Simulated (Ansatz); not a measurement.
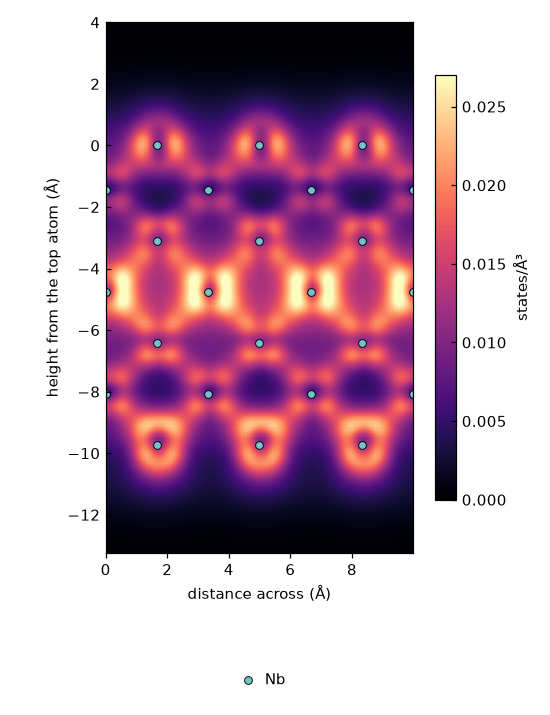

Density of all states between −0.25 and 0.00 eV (zero: the Fermi level) of Nb(100) (Im-3m bulk, 7 atomic planes (those closer than 0.6 Å count as one), 10 Å): side view, averaged along the second cell vector.

The picture shows the smooth PAW orbitals' density alone, which lacks about 11 % of these states' charge, near the nuclei; the shares below count all of it.

All numbers here come from DFT PBE, scalar-relativistic, plane waves, PAW in Ansatz. Cutoff 420 eV, 18 × 18 k-points, Gaussian smearing 0.1 eV, dipole correction. The slab is a cut without reconstruction beyond its cell, at the source's lattice constants, with its lower half held fixed and the rest relaxed. No spin polarisation. The run couldn't confirm all of its levels under its output density. The run warns that the functional's potential is rough in the thin density of the vacuum, where the tip is; weak contrasts and barriers may feel it.

> How is this energy window spread over the atomic planes?

The window holds 2.1 states per cell. Shares by plane (space cut midway between planes), top to bottom: Nb 15 %, Nb 9 %, Nb 13 %, Nb 19 %, Nb 14 %, Nb 12 %, Nb 19 %; the outer planes' shares include the vacuum, and density in a gap between layers is shared out between the planes on either side.
